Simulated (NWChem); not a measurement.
# C4H6 (cyclobutene) at 5 levels

Aim: a comparison of 5 runs (HF/def2-SVP, r2SCAN/def2-SVP, PBE0/def2-SVP, M06-2X/6-311G**, CCSD(T)/6-311G**) of C4H6 (cyclobutene). 

The results are computed with NWChem 7.3.0.

### 1 Starting point

C4H6 has 10 atoms, charge 0, and is taken as a singlet. SMILES: `C1=CCC1`. The shape is that of a PBE0-D4/def2-TZVP optimisation.

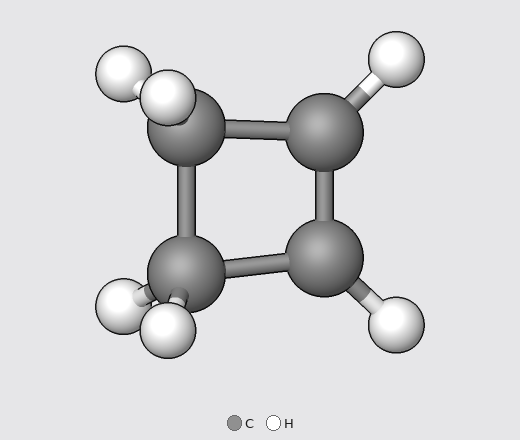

The structure, seen from a chosen angle (carbon grey, hydrogen white).

### 2 Energy and forces at HF/def2-SVP (run 1)

Contents of run.py:

```python
from ase import Atoms
from ase.calculators.nwchem import NWChem

mol = Atoms('CCCCHHHHHH', positions=[
    [-0.330000, 1.010500, -0.386400],
    [-1.095000, 0.121800, 0.249600],
    [0.015700, -0.884200, 0.415100],
    [0.909300, 0.154000, -0.327900],
    [-0.516400, 1.994800, -0.800900],
    [-2.137500, 0.111500, 0.547000],
    [-0.118800, -1.833400, -0.110700],
    [0.317500, -1.095900, 1.444600],
    [1.737300, 0.553600, 0.264000],
    [1.301000, -0.184000, -1.291300],
])

calc = NWChem(
    label='input',
    theory='scf',
    memory='2200 mb',
    basis='def2-SVP',
    basispar='spherical bse',
    scf={'nopen': '0', 'rhf': None, 'thresh': '1e-08', 'maxiter': '80'},
)
mol.calc = calc

forces = mol.get_forces()
print(f"energy = {mol.get_potential_energy():.6f} eV")
print("forces (eV/A):")
for s, f in zip(mol.symbols, forces):
    print(f"{s:2s} {f[0]:10.5f} {f[1]:10.5f} {f[2]:10.5f}")
print("dipole (e A):", mol.get_dipole_moment().round(4))
```

Run with:

```sh
$ export ASE_NWCHEM_COMMAND="nwchem PREFIX.nwi > PREFIX.nwo"
$ python run.py
```

Output:

```text
energy = -4211.982268 eV
forces (eV/A):
C    -0.45421   -0.19052    0.21726
C     0.11138    0.46249   -0.24986
C     0.13740   -0.15812    0.03990
C     0.19098   -0.10135   -0.00869
H    -0.00766   -0.04114    0.02180
H     0.03990    0.01512   -0.01861
H    -0.00098    0.00962    0.02921
H    -0.01656   -0.01399   -0.02566
H    -0.00699   -0.00432   -0.03060
H     0.00679    0.02216    0.02525
dipole (e A): [ 0.0133 -0.0106  0.0013]
```

The calculator wrote input.nwi:

```
title "input"

permanent_dir input

scratch_dir input

start input

geometry units angstrom nocenter noautosym noautoz
  C  -3.3000000000000002e-01 1.0105000000000000e+00 -3.8640000000000002e-01
  C  -1.0950000000000000e+00 1.2180000000000001e-01 2.4959999999999999e-01
  C  1.5699999999999999e-02 -8.8419999999999999e-01 4.1510000000000002e-01
  C  9.0930000000000000e-01 1.5400000000000000e-01 -3.2790000000000002e-01
  H  -5.1639999999999997e-01 1.9947999999999999e+00 -8.0089999999999995e-01
  H  -2.1375000000000002e+00 1.1150000000000000e-01 5.4700000000000004e-01
  H  -1.1880000000000000e-01 -1.8333999999999999e+00 -1.1070000000000001e-01
  H  3.1750000000000000e-01 -1.0959000000000001e+00 1.4446000000000001e+00
  H  1.7373000000000001e+00 5.5359999999999998e-01 2.6400000000000001e-01
  H  1.3009999999999999e+00 -1.8400000000000000e-01 -1.2912999999999999e+00
end

memory 2200 mb

basis spherical bse noprint
   * library def2-SVP
end

scf
  nopen 0
  rhf
  thresh 1e-08
  maxiter 80
end

task scf gradient
```

input.nwo:

```text
Northwest Computational Chemistry Package (NWChem) 7.3.0
             --------------------------------------------------------

           Job information
           ---------------

    nwchem branch   = 7.3.0
    use scalapack   = T
    input           = input.nwi
    prefix          = input.
    data base       = input/input.db
    status          = startup
    nproc           =        1

           Memory information
           ------------------

[... 5 lines left out ...]
    hardfail = no
[... 137 lines left out ...]
         Quadratically convergent ROHF
[... 14 lines left out ...]
       Final RHF  results
[... 4 lines left out ...]
      Two-electron energy =    164.198746689608
[... 34 lines left out ...]
                       ROHF Final Molecular Orbital Analysis
[... 216 lines left out ...]
                 ----------------------------------------
                 |  Time  |  1-e(secs)   |  2-e(secs)   |
                 ----------------------------------------
                 |  CPU   |       0.01   |       1.23   |
                 ----------------------------------------
                 |  WALL  |       0.01   |       1.23   |
                 ----------------------------------------

 Task  times  cpu:        8.0s     wall:        8.0s
 Total times  cpu:        8.0s     wall:        8.0s
```

Run time: 9 s. Hardware: 1 thread of Intel Xeon Platinum 8559C (Emerald Rapids), shared host; peak memory 0.1 GiB.

### 3 Energy and gradient at r2SCAN/def2-SVP (run 2)

Contents of c4h6.nw:

```
START c4h6
TITLE "C4H6"
memory 2200 mb
charge 0
GEOMETRY noautosym nocenter noautoz
   C    -0.330000    1.010500   -0.386400
   C    -1.095000    0.121800    0.249600
   C     0.015700   -0.884200    0.415100
   C     0.909300    0.154000   -0.327900
   H    -0.516400    1.994800   -0.800900
   H    -2.137500    0.111500    0.547000
   H    -0.118800   -1.833400   -0.110700
   H     0.317500   -1.095900    1.444600
   H     1.737300    0.553600    0.264000
   H     1.301000   -0.184000   -1.291300
END
BASIS spherical bse
   * library def2-SVP
END
DFT
   xc r2scan
   grid xfine
   convergence energy 1e-08
   maxiter 100
   mulliken
   print low
END
TASK dft gradient
```

Run with:

```sh
$ nwchem c4h6.nw > c4h6.out
```

Output:

```text
[...]
 d= 0,ls=0.0,diis     1   -155.7286930789 -2.69D+02  6.51D-03  2.23D-01     4.5
[...]
 d= 0,ls=0.0,diis     8   -155.7552776516 -1.29D-09  4.24D-07  8.16D-10    34.4
         Total DFT energy =     -155.755277651598
      One electron energy =     -433.151459859037
           Coulomb energy =      187.496732980958
    Exchange-Corr. energy =      -23.795494766677
 Nuclear repulsion energy =      113.694943993158
[...]
                         DFT ENERGY GRADIENTS
    atom               coordinates                        gradient
                 x          y          z           x          y          z
   1 C      -0.623610   1.909568  -0.730190   -0.006894  -0.005167   0.004391
   2 C      -2.069250   0.230169   0.471676    0.003950   0.007497  -0.004674
   3 C       0.029669  -1.670896   0.784425    0.000444  -0.002905   0.001187
   4 C       1.718328   0.291018  -0.619641    0.002999   0.000160  -0.000858
   5 H      -0.975855   3.769625  -1.513482    0.001349  -0.007281   0.003073
   6 H      -4.039289   0.210704   1.033680    0.007717   0.000103  -0.002210
   7 H      -0.224499  -3.464624  -0.209193    0.000801   0.006349   0.003030
   8 H       0.599988  -2.070951   2.729898   -0.001874   0.001776  -0.006517
   9 H       3.283021   1.046152   0.498888   -0.005601  -0.002526  -0.003476
  10 H       2.458534  -0.347710  -2.440203   -0.002892   0.001994   0.006054
[...]
```

Run time: 47 s. Hardware: 1 thread of Intel Xeon Platinum 8559C (Emerald Rapids), shared host; peak memory 0.15 GiB.

Run 3 isn't shown in full; the table further down has it.

### 4 Energy and gradient at M06-2X/6-311G(d,p) (run 4)

Contents of struct.nw:

```
start struct
memory total 2200 mb
geometry noautosym nocenter noautoz
   C    -0.330000    1.010500   -0.386400
   C    -1.095000    0.121800    0.249600
   C     0.015700   -0.884200    0.415100
   C     0.909300    0.154000   -0.327900
   H    -0.516400    1.994800   -0.800900
   H    -2.137500    0.111500    0.547000
   H    -0.118800   -1.833400   -0.110700
   H     0.317500   -1.095900    1.444600
   H     1.737300    0.553600    0.264000
   H     1.301000   -0.184000   -1.291300
end
basis "ao basis" spherical bse
   * library 6-311G**
end
dft
   xc m06-2x
   grid fine
   convergence energy 1e-08
   maxiter 100
   mulliken
end
task dft gradient
```

Run with:

```sh
$ nwchem struct.nw > struct.out
```

Output:

```text
[...]
          Wavefunction type:  closed shell.
          No. of atoms     :    10
          No. of electrons :    30
[...]
          Charge           :     0
          Spin multiplicity:     1
[...]
          AO basis - number of functions:   108
[...]
              XC Information
              --------------
                       M06-2X Method XC Functional
                     Hartree-Fock (Exact) Exchange  0.540
                        M06-2X Exchange Functional  1.000
                      M06-2X Correlation Potential  1.000
[...]
 d= 0,ls=0.0,diis     1   -155.8995945925 -2.70D+02  3.21D-03  3.17D-01     3.0
[...]
 d= 0,ls=0.0,diis     8   -155.9333684288 -3.54D-09  2.47D-07  2.32D-10    21.3
         Total DFT energy =     -155.933368428822
      One electron energy =     -433.383222188744
           Coulomb energy =      187.630433578140
    Exchange-Corr. energy =      -23.875523811376
 Nuclear repulsion energy =      113.694943993158
[...]
      Total Density - Mulliken Population Analysis
     ---------------------------------------------
    Atom       Charge   Shell Charges
 -----------   ------   -------------------------------------------------------
    1 C    6     6.13   1.11  0.89  0.62  0.76  1.45  0.51  0.74  0.06
    2 C    6     6.13   1.11  0.89  0.62  0.76  1.45  0.51  0.74  0.06
    3 C    6     6.29   1.11  0.89  0.63  0.73  1.54  0.51  0.82  0.06
    4 C    6     6.29   1.11  0.89  0.63  0.73  1.54  0.51  0.82  0.06
    5 H    1     0.89   0.28  0.48  0.11  0.02
    6 H    1     0.89   0.28  0.48  0.11  0.02
    7 H    1     0.85   0.28  0.45  0.10  0.02
    8 H    1     0.85   0.28  0.45  0.10  0.02
    9 H    1     0.85   0.28  0.45  0.10  0.02
   10 H    1     0.85   0.28  0.45  0.10  0.02
[...]
  wavefunction    = closed shell
[...]
```

It took 29 s on 1 thread of Intel Xeon Platinum 8559C (Emerald Rapids), shared host; peak memory 0.12 GiB.

### 5 A single-point energy at CCSD(T)/6-311G(d,p) (run 5)

Contents of struct.nw:

```
start struct
memory stack 880 mb heap 220 mb global 1100 mb

geometry units angstroms noautosym nocenter noautoz
C       -0.330000       1.010500      -0.386400
C       -1.095000       0.121800       0.249600
C        0.015700      -0.884200       0.415100
C        0.909300       0.154000      -0.327900
H       -0.516400       1.994800      -0.800900
H       -2.137500       0.111500       0.547000
H       -0.118800      -1.833400      -0.110700
H        0.317500      -1.095900       1.444600
H        1.737300       0.553600       0.264000
H        1.301000      -0.184000      -1.291300
end

basis spherical bse
* library 6-311G**
end

scf
thresh 1e-08
maxiter 80
noprint "final vectors analysis"
end

ccsd
freeze core 4
maxiter 60
end

task ccsd(t) energy
```

Run with:

```sh
$ nwchem struct.nw > struct.out
```

Output:

```text
[...]
  functions       =   108
[...]
  wavefunction    = RHF
[...]
         Total SCF energy =   -154.936150603382
      One-electron energy =   -432.995984994512
      Two-electron energy =    164.364890397971
 Nuclear repulsion energy =    113.694943993158
        Time for solution =     14.8s
[...]
 Total MP2 energy:           -155.509067008846102
[...]
             energy      energy      error      ampl     ampl      Block
                                                time     time      time
[...]
 Total CCSD energy:           -155.548601310898164
[...]
 Total CCSD+T(CCSD) energy:           -155.573775245422610
[...]
 Total CCSD(T) energy:                -155.573216280312579
[...]
```

Run time: 3.7 min. Hardware: 1 thread of Intel Xeon Platinum 8559C (Emerald Rapids), shared host; peak memory 0.38 GiB.

### 6 The series

```csv
run,level,iteration cap,module,energy (Eh),dipole moment (D),HOMO energy (eV),LUMO energy (eV),wall time
1,HF/def2-SVP,80,scf,-154.787495,0.08,-9.59,4.75,9 s
2,r2SCAN/def2-SVP,100,dft,-155.755278,–,–,–,47 s
3,PBE0/def2-SVP,100,dft,-155.670150,0.17,-7.14,0.66,35 s
4,M06-2X/6-311G**,100,dft,-155.933368,0.16,-8.33,1.61,29 s
5,CCSD(T)/6-311G**,80,ccsd(t),-155.573216,–,–,–,3.7 min
```

### 7 Summary of results

```
                                          quantity          value
                               run 5: total energy  -155.57322 Eh
run 5: correlation energy (4 core orbitals frozen)     -637.1 mEh
                             run 5: (T) correction     -24.61 mEh
```

Over runs 1, 3, 4 the dipole moment (its size) runs from 0.08 D (HF/def2-SVP) to 0.17 D (PBE0/def2-SVP). Over runs 1, 3, 4 the HOMO–LUMO gap runs from 7.80 eV (PBE0/def2-SVP) to 14.34 eV (HF/def2-SVP). Exact exchange widens orbital gaps. Totals of different functionals can't be ranked against each other. All runs together took 5.7 min, the longest 3.7 min.
